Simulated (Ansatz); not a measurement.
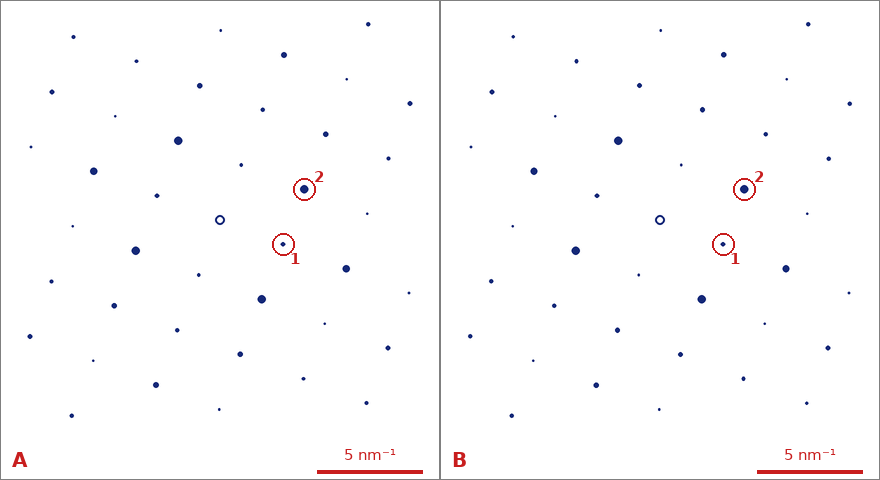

Kinematic electron diffraction patterns (120 kV, B = 0.5 Å², same scale) along [011] of the run's own cell, for the start and the end of one relaxation of MgS with DFT, PAW plane waves, pbe (Ansatz 0.2.0). k mesh 6×6×6. The start is a generated model structure, and the relaxation ends in the nearest stationary point of its symmetry, not necessarily the ground state. Spot 1 is -1 -1 1 and spot 2 is 0 -2 2 in both.

Start structure:

```
CELL_PARAMETERS angstrom
-3.55743 3.55743 3.10693
3.55743 -3.55743 3.10693
3.55743 3.55743 -3.10693
ATOMIC_POSITIONS crystal
Mg 0.75000 0.25000 0.50000
Mg 0.25000 0.75000 0.50000
Mg 0.25000 0.25000 0.00000
Mg 0.75000 0.75000 0.00000
S 0.67900 0.17900 0.85800
S 0.17900 0.32100 0.50000
S 0.32100 0.82100 0.14200
S 0.82100 0.67900 0.50000
```

Which pattern belongs to the start structure, and which to the relaxed one?

A is the start: its cell gives d(1) = 3.107 Å, d(2) = 2.340 Å and an angle of 41.1°. The spot positions hardly differ, so the intensities decide: those computed from the start structure match A, and B is the relaxed structure.

Name reflections whose intensity changes strongly on relaxation.

3 -1 1 goes from 16 to 6.4 % of the strongest spot; 2 -2 2 goes from 6 to 14 % of the strongest spot.

What did the relaxation do to the structure and the energy?

The cell was held fixed; with the mean shift removed, the atoms moved by up to 0.11 Å relative to the cell (S most); the space group stayed I4/mcm (No. 140); the free energy fell by 30 meV an atom.
